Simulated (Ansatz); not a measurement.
**Ti₂Si₅: single-point calculation**

- system: Ti₂Si₅ (slab, 14 atoms in the cell)
- method: DFT r2SCAN, scalar-relativistic, plane waves, PAW, no spin polarisation (Ansatz 0.2.0)

The structure derives from a Materials Project entry. It belongs to a series of runs on one base structure; here: (0 1 0) slab cut from the bulk. Figures and captions count atoms from 1; the log counts them from 0 in places.

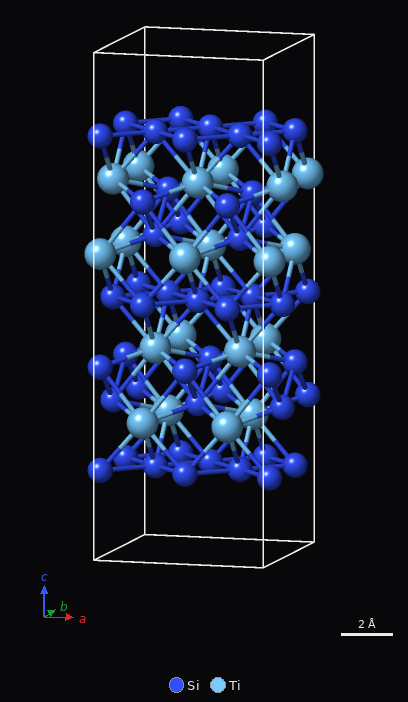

*The structure as given in the input (ball-and-stick view of the 2 × 2 repeat of the cell, with the vacuum cut short, seen slightly off an axis). An atom can appear more than once, as a periodic image.*

**Input**
```yaml
crystal:
  lattice:
    - [3.5284141149, 0.0, 0.0]
    - [0.0, 3.5645615983, 0.0]
    - [0.0, 0.0, 28.5159753577]
  atoms:
    - { symbol: Si, position: [0.0, 0.25, 0.2630104671] }
    - { symbol: Si, position: [0.5, 0.75, 0.2631891051] }
    - { symbol: Ti, position: [0.5, 0.25, 0.3326667108] }
    - { symbol: Si, position: [0.0, 0.75, 0.3539250216] }
    - { symbol: Si, position: [0.0, 0.25, 0.4091747645] }
    - { symbol: Ti, position: [0.5, 0.75, 0.4304330754] }
    - { symbol: Si, position: [0.5, 0.25, 0.499910681] }
    - { symbol: Si, position: [0.0, 0.75, 0.500089319] }
    - { symbol: Ti, position: [0.0, 0.25, 0.5695669246] }
    - { symbol: Si, position: [0.5, 0.75, 0.5908252355] }
    - { symbol: Si, position: [0.5, 0.25, 0.6460749784] }
    - { symbol: Ti, position: [0.0, 0.75, 0.6673332892] }
    - { symbol: Si, position: [0.0, 0.25, 0.7368108949] }
    - { symbol: Si, position: [0.5, 0.75, 0.7369895329] }
basis:
  ecutwfc: 500
kpoints:
  mp_grid: { grid: [10, 10, 1] }
hamiltonian:
  xc: r2scan
scf:
  occupations: { method: gaussian, width: 0.1 }
output:
  forces: true
  stress: true
  eigenvalues: true
  write_density: true
  write_potential: true
  elf: true
  volumetric_format: npy
efield:
  axis: 3
  dipole_correction: true
  ramp_width: 0.04
```

Hardware: 2 threads of Intel Xeon (Sapphire Rapids), 192 GiB of memory available, shared host.

Run as:
```bash
ansatz run input.yaml --threads 2 --pin off --max-ram 5120MiB --backend cpu --events-out ev --progress --plain --runs-dir out
```

**Output**
```
Engine: ansatz 0.2.0, x86_64-unknown-linux-gnu
Pseudopotentials: kind: paw
Pseudopotential: Si, paw, valence charge 4, recommended cutoff 500 eV (meta_gga), Si.paw.azcp
Pseudopotential: Ti, paw, valence charge 12, recommended cutoff 500 eV (meta_gga), Ti.paw.azcp
Functional definition: r2SCAN
  parameter k0 = 0.174
  parameter k1 = 0.065
  parameter a1 = 4.9479
  exchange = r2scan_x(k0 = k0, k1 = k1, a1 = a1)
  correlation = r2scan_c
Crystal: 14 atoms, lattice volume = 358.653 Å³
Basis set: ecut = 500 eV, 9179 PW (Γ), exchange–correlation on 108×108×864 points (64 copies of the dense FFT grid, shifted against one another)
Bands: 58, of which v1, the nominal top of the filled ones, is band 44 counted from 1 (43 counted from 0)
Symmetry: 4 space group operations
k-points: 36 of 100
Non-local potential: Si, projectors of the file, l = 0: 2, l = 1: 2, l = 2: 2
Non-local potential: Ti, projectors of the file, l = 0: 3, l = 1: 2, l = 2: 3, l = 3: 1
PAW form: soft (Blöchl's): semilocal exchange-correlation on the pseudo side does not see the compensation charge
PAW frozen core: Si, regenerated for the run's functional (the file was generated under x = pbe(κ = 0.804, μ = 0.2195149727645171), c = pbe(β = 0.06672455060314922))
PAW frozen core: Ti, regenerated for the run's functional (the file was generated under x = pbe(κ = 0.804, μ = 0.2195149727645171), c = pbe(β = 0.06672455060314922))
PAW one-centre angular grid: Si, 302 points (default); XC on 160 Gauss nodes
PAW one-centre angular grid: Ti, 590 points (default); XC on 160 Gauss nodes
Initial density: superposition of atomic densities (neutral atoms: chi_scale 0, normalization atom), corrected by the library's trained network
Initial wavefunctions: pseudopotential atomic-orbital guess
Functional: x = r2scan, c = r2scan; τ floored in thin density (d = 2e-4 eV/Å³)
SCF iter   1: F=—  HF=-16411.468211 eV  |F-HF|=—  |Δ(HF+E_count)|=         —  Δρ=1.00e-2  dr2=2.96e0  dr2_τ=1.11e-1  ethr=1.77e-3  p=0.000 e·Å  D=1.06e-13 V/Å  ΔV_dip=-0.00 eV  dr2_dipole=9.08e-8  V_vac-E_F(+/−)=4.63/4.63 eV  ⟨swp⟩=9.9  Hψ=11546  notcnv=0
efield: sawtooth ramp at fractional position 0.9800 (placed from the atoms, in the widest stretch of the axis that holds none; the zero of the levels goes with the place), width 0.0400; the density the first Hamiltonian is built on has a dipole p = 0.000 e·Å; the dipole correction subtracts the counter field D = 1.06e-13 V/Å, which shifts the + side's vacuum level by -0.00 eV against the − side's; the planar-averaged density in the ramp window peaks in size at 1.9e-5 e/Å³
preconditioner: auto → LDOS  [metal: Δε(μ)=0.015 eV  Ē_g=6.843 eV  σ=0.100 eV  W_gap=0.08  n_scr=62 (ndim 8)  ℏωp=14.7 eV  f_vac=0.388  D(μ)=4.82/eV (n_scr^D=14)  β→1.0]
SCF iter   2: F=—  HF=-16411.659369 eV  |F-HF|=—  |Δ(HF+E_count)|=   1.91e-1  Δρ=6.08e-3  dr2=3.73e-1  dr2_τ=1.77e-2  ethr=1.77e-3  p=-0.000 e·Å  D=-7.90e-6 V/Å  ΔV_dip=0.00 eV  dr2_dipole=2.06e-7  V_vac-E_F(+/−)=5.27/5.27 eV  ⟨swp⟩=3.9  Hψ=4217  notcnv=0  defer=229
SCF iter   3: F=—  HF=-16411.640175 eV  |F-HF|=—  |Δ(HF+E_count)|=   1.92e-2  Δρ=2.35e-3  dr2=6.53e-2  dr2_τ=1.40e-3  ethr=4.23e-4  p=-0.000 e·Å  D=-5.27e-6 V/Å  ΔV_dip=0.00 eV  dr2_dipole=1.03e-7  V_vac-E_F(+/−)=5.19/5.19 eV  ⟨swp⟩=2.9  Hψ=3632  notcnv=0  defer=229
SCF iter   4: F=—  HF=-16411.635561 eV  |F-HF|=—  |Δ(HF+E_count)|=   4.61e-3  Δρ=4.17e-4  dr2=5.91e-3  dr2_τ=4.48e-5  ethr=7.42e-5  p=-0.000 e·Å  D=-9.49e-7 V/Å  ΔV_dip=0.00 eV  dr2_dipole=2.39e-10  V_vac-E_F(+/−)=5.24/5.24 eV  ⟨swp⟩=2.3  Hψ=2959  notcnv=0  defer=229
SCF iter   5: F=—  HF=-16411.635489 eV  |F-HF|=—  |Δ(HF+E_count)|=   7.21e-5  Δρ=1.22e-4  dr2=1.40e-4  dr2_τ=1.12e-6  ethr=6.72e-6  p=-0.000 e·Å  D=-1.68e-6 V/Å  ΔV_dip=0.00 eV  dr2_dipole=5.66e-12  V_vac-E_F(+/−)=5.26/5.26 eV  ⟨swp⟩=2.0  Hψ=2485  notcnv=0  defer=229
SCF iter   6: F=—  HF=-16411.635528 eV  |F-HF|=—  |Δ(HF+E_count)|=   3.86e-5  Δρ=6.38e-5  dr2=3.73e-5  dr2_τ=1.09e-6  ethr=1.59e-7  p=-0.000 e·Å  D=-4.47e-7 V/Å  ΔV_dip=0.00 eV  dr2_dipole=1.07e-10  V_vac-E_F(+/−)=5.26/5.26 eV  ⟨swp⟩=3.0  Hψ=3812  notcnv=0  defer=229
SCF iter   7: F=—  HF=-16411.635355 eV  |F-HF|=—  |Δ(HF+E_count)|=   1.73e-4  Δρ=1.55e-5  dr2=1.67e-6  dr2_τ=3.85e-8  ethr=4.24e-8  p=-0.000 e·Å  D=-7.56e-7 V/Å  ΔV_dip=0.00 eV  dr2_dipole=1.95e-10  V_vac-E_F(+/−)=5.26/5.26 eV  ⟨swp⟩=2.7  Hψ=3415  notcnv=0  defer=229
SCF iter   8: F=—  HF=-16411.635355 eV  |F-HF|=—  |Δ(HF+E_count)|=   5.37e-7  Δρ=5.94e-6  dr2=2.64e-7  dr2_τ=2.18e-8  ethr=1.89e-9  p=-0.000 e·Å  D=-2.92e-7 V/Å  ΔV_dip=0.00 eV  dr2_dipole=1.81e-12  V_vac-E_F(+/−)=5.26/5.26 eV  ⟨swp⟩=2.7  Hψ=3475  notcnv=0  defer=229
SCF iter   9: F=-16411.635355 eV  HF=-16411.635355 eV  |F-HF|=1.22e-8  |Δ(HF+E_count)|=   6.57e-9  Δρ=1.76e-6  dr2=1.19e-8  dr2_τ=4.74e-10  ethr=1.14e-10  p=-0.000 e·Å  D=-2.14e-7 V/Å  ΔV_dip=0.00 eV  dr2_dipole=4.07e-12  V_vac-E_F(+/−)=5.27/5.27 eV  ⟨swp⟩=24.1  Hψ=20056  notcnv=0
SCF 1 converged in 9 iterations: F = -16411.635355 eV  dr2 = 1.19e-8
  greatest PAW one-centre occupation: 1.001 electrons in one spin orbital (limit 2), on the Ti atom at site 11 (counted from 0), in its partial waves of l = 1
```

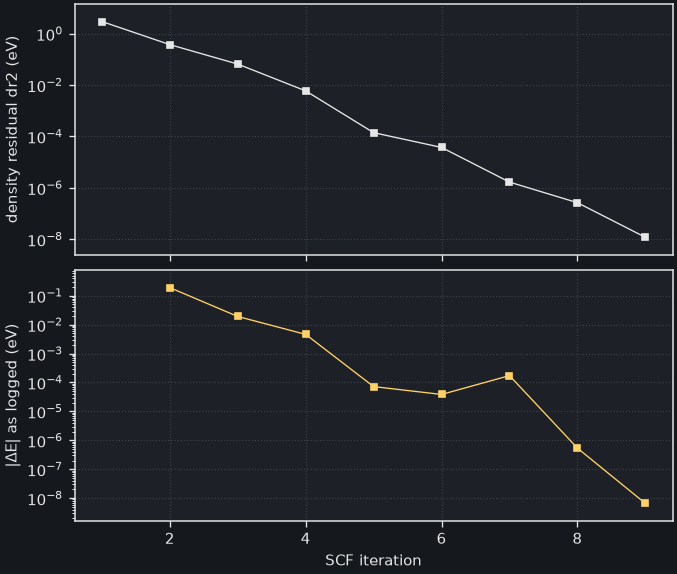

*Convergence of the self-consistent field: density residual dr2 and size of the energy change against the SCF iteration.*

The residual falls at every step.

```
WARN: The output density's exchange-correlation potential varies sharply where the density is thin. Do not read a vacuum level from v_tot or v_xc, or from such a field of the output density. On a cell that repeats whose density bears no net charge and no dipole along the vacuum's axis use v_es (v_loc + v_h of the components); under efield.dipole_correction with no amplitude use v_es + v_field, which holds any external_charges[].barrier, or the levels of the report's work_function block, which leave it out; under a non-zero efield.amplitude the vacuum is tilted and has no level; on a cell that repeats and bears such a dipole with no correction it is tilted too, and efield.dipole_correction with no amplitude gives each side of its ramp a level where efield: is served; in a cell that repeats whose density bears a net charge (total_charge, or a fill off its count) it is curved and has none; of a slab under crystal.periodic whose density bears no net charge use v_es, which has a level on each side, short of where the two are joined; of another it falls or rises all the way out and has none; of a slab beside external_charges read slab_vacuum_level instead, which it has where they leave it neutral. The grid or the basis barely resolves most such structure, and the values can differ between equally converged runs; as a rule a tighter scf.convergence.dr2_threshold does not remove it. Where the density itself ripples (under the LDA too) a higher basis.ecutwfc lessens it. The files hold the spikes' plane waves up to the density's cutoff. Files: v_tot_of_output_density and the like, and their columns of v_z.tsv (output.write_potential); v_xc_of_output_density and the like, and their columns of v_comp_z.tsv (output.write_potential_components). Measured: with its Gaussian average of σ = 0.25 Å subtracted twice, the exchange-correlation potential is over 0.1 eV at 891 of the grid points where the equally averaged density (valence and model cores) is under 1e-3 e/Å³, and 0.809 eV at the most among them, at an averaged density of 8.2e-9 e/Å³. The input density's (outcome.potential() and, of a run that writes arrays, v_tot and v_xc) is over 0.1 eV, so measured, at 558 points of its own thin density, 0.454 eV at the most. See output.write_potential in the manual, Limitations
SCF converged after 9 iterations
Free energy (F): -16411.635355 eV
Harris-Foulkes:  -16411.635355 eV  (|F-HF|=1.22e-8)
Internal energy: -16411.605288 eV  (E = F + TS)
E sigma→0 (E₀):  -16411.620322 eV
Entropy (-TS):   -0.030067 eV (-2.148 meV/atom)
Fermi energy:    4.565587 eV
Dipole field:    D = 0.000002 V/Å  (p = 0.000004 e·Å, saw-weighted, corrected)
Work function:   Φ+ = 5.2652 eV   Φ− = 5.2653 eV
Levels:          The Fermi level and band energies are counted from a zero that moves with the ramp; work functions are not
--- Per-component energies (eV) ---
  E_band       = -1171.672225
  E_kinetic    = 1517.569630
  E_local      = -66332.686724  (includes V_loc(G=0)·N_el)
  E_nonlocal   = 275.680070
  E_hartree    = 32552.739290
  E_xc         = -898.389114
  E_vxc        = -1048.290278  (∫ρ·V_xc dr)
  E_paw        = -9422.403960  (= ΣΔE_a)
  E_vpaw       = -747.439424  (= ΣTr[D̂ρ^β])
  E_aug_tail   = 0.000449  (compensation charges beyond the density's cutoff)
  E_vtau       = 57.992091  (kinetic-family band-sum trace: ∫τ·v_τ [+ j·A + Jᵃ·Aᵃ] dr)
  E_efield     = 0.000000  (sawtooth field / dipole correction)
  E_vefield    = 0.000000  (∫n·V_field dr)
  E_ewald      = 25897.663229
  E_core_change = -1.778158  (= ΣΔE_core)
  E_smearing   = -0.030067  (= −TS)
  E_closure    = 0.000000  (closes the sum)
  Σ components = -16411.635355   (vs F -16411.635355, Δ=0.00e0)
--- Forces (eV/Å), atoms counted from 1 ---
  atom   1  Si     0.00000000     0.00000000    -0.43446196
  atom   2  Si     0.00000000     0.00000000    -0.21451444
  atom   3  Ti    -0.00000000     0.00000000     0.99759335
  atom   4  Si     0.00000000    -0.00000000    -0.52282166
  atom   5  Si     0.00000000     0.00000000    -0.00568028
  atom   6  Ti    -0.00000000     0.00000000     0.18931269
  atom   7  Si     0.00000000     0.00000000    -0.01821884
  atom   8  Si    -0.00000000     0.00000000     0.01822249
  atom   9  Ti     0.00000000     0.00000000    -0.18931832
  atom  10  Si    -0.00000000     0.00000000     0.00567917
  atom  11  Si    -0.00000000     0.00000000     0.52282357
  atom  12  Ti     0.00000000    -0.00000000    -0.99759095
  atom  13  Si    -0.00000000     0.00000000     0.21451406
  atom  14  Si    -0.00000000     0.00000000     0.43446201
  max |Σ_I F_I| component: 8.75e-7 eV/Å
--- Stress (GPa, compression-positive) ---
       -1.004098       0.000000      -0.000000
        0.000000      -1.417540       0.000000
       -0.000000       0.000000       1.287909
  P = ⅓ Tr σ = -0.3779 GPa (-3.779 kbar)
--- Band table (eV; the first three rows and the last of 36) ---
  k-point 0: bands = ["-54.5965", "-54.5963", "-54.5099", "-54.5099", "-29.8808", "-29.8752", "-29.8494", "-29.8488", "-29.8350", "-29.8344", "-29.7662", "-29.7650", "-29.7513", "-29.7513", "-29.7284", "-29.7284", "-9.0397", "-8.3656", "-7.9919", "-7.1258", "-6.7215", "-3.7620", "-2.6653", "-0.4625", "0.8482", "1.2457", "1.3244", "1.4817", "1.8089", "1.8466", "1.8932", "1.9028", "2.2591", "2.3313", "2.3640", "2.3937", "2.3940", "2.5155", "2.7015", "2.7342", "3.2924", "3.4912", "5.1173", "5.1724", "5.5149", "5.5729", "5.6065", "5.6223", "5.6543", "5.6589", "5.9009", "6.6320", "6.7204", "6.7608", "6.8040", "7.0918", "7.2709", "7.4420"]
  k-point 1: bands = ["-54.5961", "-54.5959", "-54.5096", "-54.5096", "-29.8793", "-29.8744", "-29.8560", "-29.8560", "-29.8343", "-29.8338", "-29.7662", "-29.7652", "-29.7507", "-29.7507", "-29.7341", "-29.7340", "-8.9153", "-8.2406", "-7.8722", "-7.0105", "-6.6130", "-3.6567", "-2.5812", "-0.4638", "-0.0555", "0.5319", "0.7438", "0.8222", "1.2504", "1.4850", "1.5647", "2.1538", "2.3704", "2.3842", "2.4025", "2.6491", "2.7185", "2.7393", "2.8918", "2.9413", "3.4780", "3.8583", "4.7166", "4.9062", "5.3570", "5.3896", "5.7087", "5.8630", "5.9017", "6.0464", "6.0780", "6.4900", "6.5748", "6.7326", "6.8882", "7.2888", "7.3072", "7.6385"]
  k-point 2: bands = ["-54.5950", "-54.5948", "-54.5087", "-54.5087", "-29.8793", "-29.8789", "-29.8707", "-29.8658", "-29.8326", "-29.8321", "-29.7673", "-29.7670", "-29.7493", "-29.7493", "-29.7481", "-29.7477", "-8.5452", "-7.8691", "-7.5151", "-6.6668", "-6.2885", "-3.4001", "-2.4514", "-1.6034", "-1.0346", "-0.7034", "-0.3308", "-0.1551", "0.2086", "1.4126", "1.7959", "2.1865", "2.3566", "2.4041", "2.4386", "2.7584", "2.8267", "2.8377", "3.0892", "3.7456", "4.0129", "4.1135", "4.2912", "4.4399", "5.1928", "5.2219", "5.7568", "5.8895", "5.9727", "6.0371", "6.0536", "6.1696", "6.6711", "6.6966", "7.0375", "7.3108", "7.6555", "7.7176"]
  k-point 35: bands = ["-54.5879", "-54.5878", "-54.5020", "-54.5020", "-29.9100", "-29.9100", "-29.9006", "-29.9006", "-29.8548", "-29.8548", "-29.8182", "-29.8182", "-29.7718", "-29.7718", "-29.7620", "-29.7620", "-4.5288", "-4.5288", "-4.4189", "-4.4189", "-3.3746", "-3.3746", "-2.3801", "-2.3801", "-2.3649", "-2.3649", "-2.0246", "-2.0246", "-1.2309", "-1.2309", "-1.1784", "-1.1784", "0.4764", "0.4764", "0.5300", "0.5300", "1.1869", "1.1869", "1.4909", "1.4909", "2.2080", "2.2080", "3.9085", "3.9085", "3.9781", "3.9781", "6.5727", "6.5727", "6.7122", "6.7122", "6.7726", "6.7726", "6.8638", "6.8638", "7.4129", "7.4129", "7.5057", "7.5057"]
```

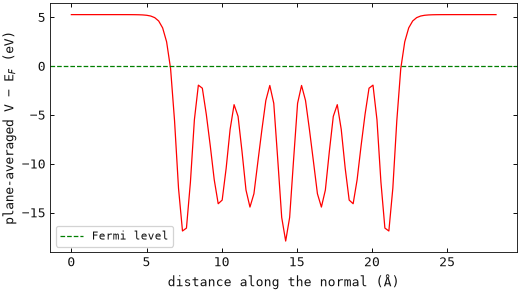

*Plane average of the electrostatic potential energy of an electron across the cell, from the Fermi level.*

The vacuum level lies 5.27 eV above the Fermi level.

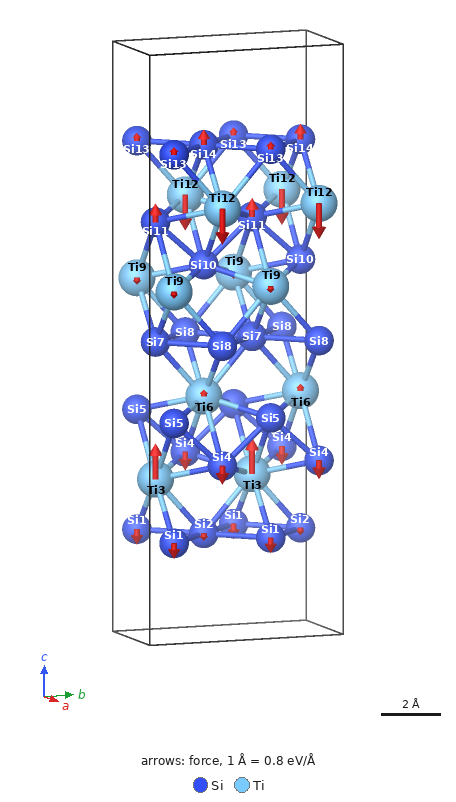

*Forces on the atoms as red arrows (ball-and-stick view of the 1 × 2 repeat of the cell, with the vacuum cut short, seen slightly off an axis; atoms are numbered from 1 in the order of the input); the smallest are left out.*

The largest act on Ti3, Ti12 (1.00 eV/Å); Si4, Si11 (0.52 eV/Å); Si1, Si14 (0.43 eV/Å). The geometry is not a stationary point of this energy.

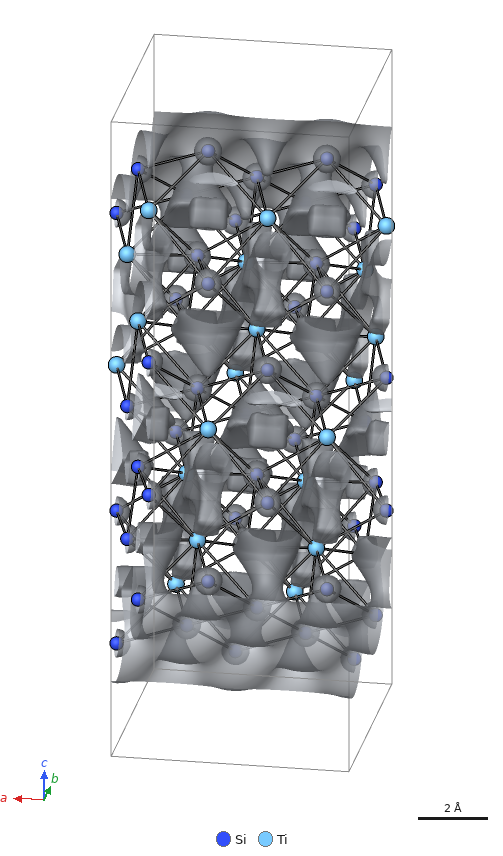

*Isosurface of the valence electron density at 0.2 e/Å³ (grey), seen at an oblique angle. Sticks mark near contacts.*

At this value the density is joined into sheets; it holds about 90 % of the electrons treated as valence (semicore included). On the grid the lowest density along these lines, outside the cores, is 0.44 e/Å³ (Si–Si, 2.38 Å), 0.31 e/Å³ (Ti–Si, 2.58 Å), 0.41 e/Å³ (Si–Si, 2.51 Å) and 0.3 e/Å³ (Ti–Si, 2.66 Å). In a PAW calculation such maps are meaningful between the atoms, not at the nuclei.

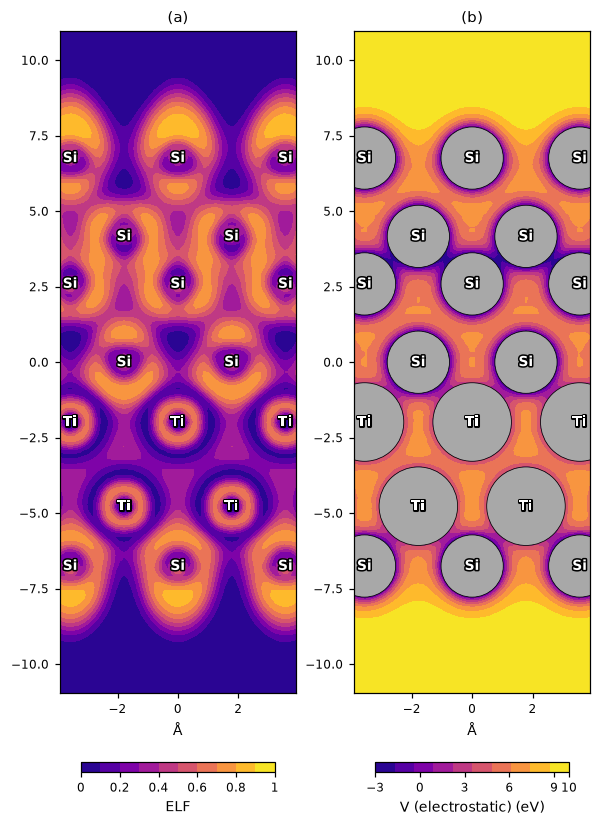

*(a) electron localisation function; (b) electrostatic potential (local pseudopotential plus Hartree) felt by an electron on the (100) plane of the calculation cell, a cut from vacuum to vacuum. Grey discs, where drawn, cover atomic cores.*

Atoms in the plane: Si and Ti. Ti–Si (2.66 Å): the ELF is about 0.45 at the midpoint. The strong features right at Ti lie inside the PAW spheres (semicore, d or f shells) and say nothing about bonding.

**Results in brief**

| quantity | value |
| --- | --- |
| outcome | converged |
| electrons treated | 88 |
| free energy | −16411.6354 eV |
| work function, top face | 5.27 eV |
| work function, bottom face | 5.27 eV |
| Fermi energy | 4.566 eV |
| gap on the k-point mesh | none (metallic) |
| work function (upper face) | 5.27 eV |
| largest force (length of the vector) | 0.998 eV/Å |
| wall time | 98 s (CPU time 3.1 min) |
| peak memory | 1.5 GiB |

**Remarks**

The program warns: the exchange-correlation potential is rough where the density is thin.
